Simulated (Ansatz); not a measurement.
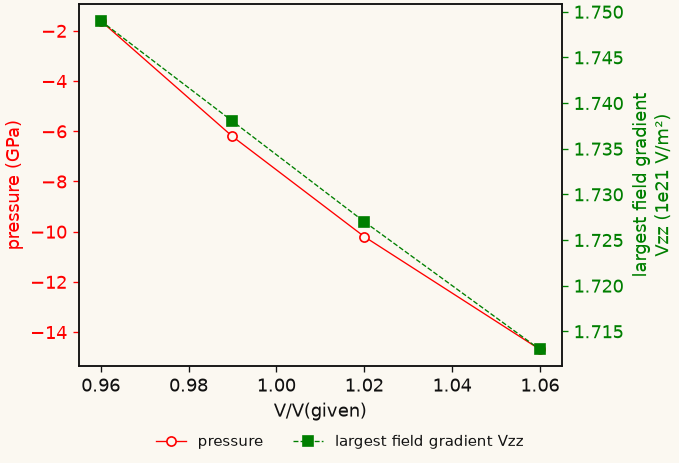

How it was computed, with Ansatz 0.2.0: periodic Kohn-Sham DFT of a crystal at fixed atoms, scaled to the stated factor times the given cell; pressure positive in compression. Level: LDA.

method frozen-core PAW; relativity scalar; k mesh 15×15×12; occupations Fermi–Dirac; smearing width 0.05 eV; wave cutoff 420 eV; PAW set soft_2.

Cell as given: a = 3.085 Å, b = 3.085 Å, c = 3.523 Å, α = 90.00°, β = 90.00°, γ = 120.00°; 3 atoms.

Figure. Pressure and largest field gradient Vzz against V/V(given) for MgB₂, space group P6/mmm (No. 191).

V(given) is 9.68 Å³/atom.

The pressure falls from −1.6 GPa at V/V(given) 0.96 to −14.7 GPa at 1.06. The largest field gradient Vzz falls from 1.749 1e21 V/m² at V/V(given) 0.96 to 1.713 1e21 V/m² at 1.06.

Note: PAW files made with PBE; no gap: field gradients move with the k mesh; the volumes run don't bracket the minimum of the energy, so any equilibrium value is extrapolated; shape and atomic fractions are frozen while scaling, which makes layered, chain and framework solids too stiff.
